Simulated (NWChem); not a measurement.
# C3H9N (propylamine) at 6 levels

Aim: a comparison of 6 runs (r2SCAN/def2-SVP, B3LYP/def2-SVP, BHLYP/def2-SVP, CAM-B3LYP/def2-SVP, M06-L/def2-SVP, PBE0/def2-SVP) of C3H9N (propylamine). 

Program for the calculation: NWChem 7.3.0.

1 further run of the same task is left out (set aside as unsound or not needed).

## 1. The molecule

C3H9N: 13 atoms, total charge 0, spin state singlet. As SMILES, `CCCN`. The N4–H13 distance was set to 1.518 Å, away from the relaxed value. At this shape a bond of the SMILES string is far longer than usual.

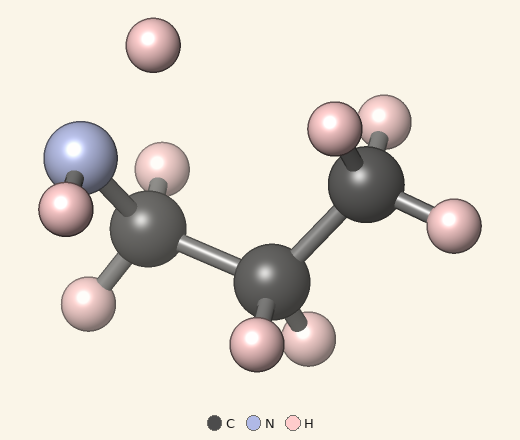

The structure, seen from a chosen angle (carbon dark grey, nitrogen light blue, hydrogen pink).

## 2. A single-point energy at r2SCAN/def2-SVP (run 1)

Input file c3h9n.nw:

```
start c3h9n
memory 2200 mb
charge 0

geometry units angstroms noautosym nocenter noautoz
  C       -1.080434      -0.180121       0.431846
  C       -0.000834      -1.190621       0.085146
  C        1.396566      -0.584221      -0.010254
  N        1.601466       0.420579      -1.039354
  H       -2.061534      -0.653421       0.510246
  H       -0.869734       0.307379       1.388646
  H       -1.159434       0.601279      -0.328854
  H       -0.242234      -1.679521      -0.866754
  H        0.014866      -1.984621       0.840746
  H        1.659166      -0.131621       0.952746
  H        2.124266      -1.385021      -0.175854
  H        1.363666       0.049479      -1.951654
  H        0.709100       1.626300      -0.805800
end

basis "ao basis" spherical bse
  * library def2-SVP
end

dft
  xc r2scan
  grid fine
  convergence energy 1e-08
  maxiter 100
  mulliken
  print low
end

task dft energy
```

Run with:

```sh
$ nwchem c3h9n.nw > c3h9n.out
```

Standard output:

```text
[...]
 d= 0,ls=0.0,diis     1   -174.1168072033 -3.06D+02  9.51D-03  3.25D-01     3.4
[...]
 d= 0,ls=0.0,diis     8   -174.1623125138 -2.75D-09  8.16D-06  5.70D-07    24.3
         Total DFT energy =     -174.162312513751
      One electron energy =     -494.830928475713
           Coulomb energy =      215.018590107202
    Exchange-Corr. energy =      -26.302328358484
 Nuclear repulsion energy =      131.952354213245
[...]
      Total Density - Mulliken Population Analysis
     ---------------------------------------------
    Atom       Charge   Shell Charges
 -----------   ------   -------------------------------------------------------
    1 C    6     6.06   1.99  0.90  0.15  2.11  0.89  0.03
    2 C    6     6.08   1.99  0.92  0.16  2.10  0.88  0.04
    3 C    6     5.92   1.99  0.92  0.11  2.08  0.77  0.05
    4 N    7     7.36   1.99  1.04  0.58  2.27  1.45  0.02
    5 H    1     0.96   0.74  0.19  0.03
    6 H    1     0.97   0.74  0.20  0.03
    7 H    1     0.99   0.74  0.21  0.03
    8 H    1     0.98   0.75  0.20  0.02
    9 H    1     0.98   0.75  0.20  0.02
   10 H    1     0.97   0.76  0.19  0.02
[...]
```

Wall time 25 s (1 thread of AMD EPYC 7R43 (Zen 3), shared host); peak memory 0.12 GiB.

## 3. A single-point energy at B3LYP/def2-SVP (run 2)

Input file c3h9n.nw:

```
start c3h9n
title "C3H9N B3LYP"
memory 2200 mb
geometry units angstroms noautosym nocenter noautoz
   C    -1.080434   -0.180121    0.431846
   C    -0.000834   -1.190621    0.085146
   C     1.396566   -0.584221   -0.010254
   N     1.601466    0.420579   -1.039354
   H    -2.061534   -0.653421    0.510246
   H    -0.869734    0.307379    1.388646
   H    -1.159434    0.601279   -0.328854
   H    -0.242234   -1.679521   -0.866754
   H     0.014866   -1.984621    0.840746
   H     1.659166   -0.131621    0.952746
   H     2.124266   -1.385021   -0.175854
   H     1.363666    0.049479   -1.951654
   H     0.709100    1.626300   -0.805800
end
basis spherical bse
   * library def2-SVP
end
dft
   xc b3lyp
   grid fine
   convergence energy 1e-08
   iterations 100
   mulliken
   print medium
end
task dft energy
```

Run with:

```sh
$ nwchem c3h9n.nw > c3h9n.out
```

Standard output:

```text
[...]
          Wavefunction type:  closed shell.
          No. of atoms     :    13
          No. of electrons :    34
[...]
          Charge           :     0
          Spin multiplicity:     1
[...]
          AO basis - number of functions:   101
[...]
              XC Information
              --------------
                         B3LYP Method XC Potential
                     Hartree-Fock (Exact) Exchange  0.200
                        Slater Exchange Functional  0.800 local
                    Becke 1988 Exchange Functional  0.720 non-local
              Lee-Yang-Parr Correlation Functional  0.810
                  VWN I RPA Correlation Functional  0.190 local
[...]
 d= 0,ls=0.0,diis     1   -174.2265018744 -3.06D+02  9.38D-03  3.65D-01     2.9
[...]
 d= 0,ls=0.0,diis    10   -174.2800217115 -1.04D-09  5.57D-07  1.83D-09    24.3
         Total DFT energy =     -174.280021711526
      One electron energy =     -494.869248626703
           Coulomb energy =      215.068806805461
    Exchange-Corr. energy =      -26.431934103528
 Nuclear repulsion energy =      131.952354213245
[...]
      Total Density - Mulliken Population Analysis
     ---------------------------------------------
    Atom       Charge   Shell Charges
 -----------   ------   -------------------------------------------------------
    1 C    6     5.99   1.98  0.90  0.10  2.13  0.84  0.03
    2 C    6     6.01   1.98  0.92  0.10  2.13  0.83  0.04
    3 C    6     5.89   1.99  0.92  0.07  2.11  0.75  0.05
    4 N    7     7.30   1.99  1.04  0.55  2.30  1.41  0.02
    5 H    1     0.99   0.75  0.22  0.02
    6 H    1     1.00   0.75  0.22  0.02
    7 H    1     1.01   0.75  0.24  0.02
    8 H    1     1.01   0.76  0.23  0.02
    9 H    1     1.01   0.76  0.23  0.02
   10 H    1     1.00   0.76  0.22  0.02
[...]
```

It took 25 s on 1 thread of AMD EPYC 7R43 (Zen 3), shared host; peak memory 0.11 GiB.

Runs 3 to 5 aren't shown in full; the table further down has their settings and results.

## 4. The energy at PBE0/def2-SVP (run 6)

Input file sp.nw:

```
start sp
title "C3H9N"
memory 2200 mb
charge 0

geometry noautosym nocenter noautoz
  C     -1.080434    -0.180121     0.431846
  C     -0.000834    -1.190621     0.085146
  C      1.396566    -0.584221    -0.010254
  N      1.601466     0.420579    -1.039354
  H     -2.061534    -0.653421     0.510246
  H     -0.869734     0.307379     1.388646
  H     -1.159434     0.601279    -0.328854
  H     -0.242234    -1.679521    -0.866754
  H      0.014866    -1.984621     0.840746
  H      1.659166    -0.131621     0.952746
  H      2.124266    -1.385021    -0.175854
  H      1.363666     0.049479    -1.951654
  H      0.709100     1.626300    -0.805800
end

basis spherical bse
  C library def2-SVP
  N library def2-SVP
  H library def2-SVP
end

dft
  xc pbe0
  mult 1
  grid fine
  convergence energy 1e-08
  maxiter 100
  mulliken
  noprint "final vectors analysis"
end

task dft energy
```

Run with:

```sh
$ nwchem sp.nw > sp.out
```

Standard output:

```text
[...]
          Wavefunction type:  closed shell.
          No. of atoms     :    13
          No. of electrons :    34
[...]
          Charge           :     0
          Spin multiplicity:     1
[...]
          AO basis - number of functions:   101
[...]
              XC Information
              --------------
                         PBE0 Method XC Functional
                     Hartree-Fock (Exact) Exchange  0.250
          PerdewBurkeErnzerhof Exchange Functional  0.750
            Perdew 1991 LDA Correlation Functional  1.000 local
           PerdewBurkeErnz. Correlation Functional  1.000 non-local
[...]
 d= 0,ls=0.0,diis     1   -174.0171917143 -3.06D+02  7.85D-03  3.16D-01     3.0
[...]
 d= 0,ls=0.0,diis     9   -174.0626235616 -7.43D-09  7.49D-07  2.23D-09    22.9
         Total DFT energy =     -174.062623561634
      One electron energy =     -494.858989044154
           Coulomb energy =      215.043078501618
    Exchange-Corr. energy =      -26.199067232343
 Nuclear repulsion energy =      131.952354213245
[...]
      Total Density - Mulliken Population Analysis
     ---------------------------------------------
    Atom       Charge   Shell Charges
 -----------   ------   -------------------------------------------------------
    1 C    6     6.08   1.99  0.89  0.16  2.12  0.90  0.03
    2 C    6     6.10   1.99  0.91  0.17  2.11  0.89  0.04
    3 C    6     5.94   1.99  0.91  0.13  2.09  0.78  0.05
    4 N    7     7.35   1.99  1.03  0.58  2.27  1.46  0.02
    5 H    1     0.96   0.74  0.19  0.02
    6 H    1     0.96   0.74  0.20  0.02
    7 H    1     0.98   0.74  0.21  0.02
    8 H    1     0.97   0.75  0.20  0.02
    9 H    1     0.97   0.75  0.20  0.02
   10 H    1     0.97   0.75  0.19  0.02
[...]
```

Wall time 24 s (1 thread of AMD EPYC 7R43 (Zen 3), shared host); peak memory 0.12 GiB.

## 5. Overview of the runs

| run | level | energy (Eh) | wall time |
| --- | --- | --- | --- |
| 1 | r2SCAN/def2-SVP | -174.162313 | 25 s |
| 2 | B3LYP/def2-SVP | -174.280022 | 25 s |
| 3 | BHLYP/def2-SVP | -174.152942 | 27 s |
| 4 | CAM-B3LYP/def2-SVP | -174.170453 | 79 s |
| 5 | M06-L/def2-SVP | -174.249337 | 35 s |
| 6 | PBE0/def2-SVP | -174.062624 | 24 s |

## 6. Outcome

```
            quantity          value
 run 6: total energy  -174.06262 Eh
run 6: dipole moment         1.32 D
```

In words: Over runs 2, 3, 4, 5, 6 the dipole moment (its size) runs from 1.28 D (B3LYP/def2-SVP) to 1.36 D (BHLYP/def2-SVP). Over runs 2, 3, 4, 5 the HOMO–LUMO gap runs from 4.16 eV (M06-L/def2-SVP) to 8.59 eV (CAM-B3LYP/def2-SVP). Totals of different functionals can't be ranked against each other. All runs together took 3.6 min, the longest 79 s.
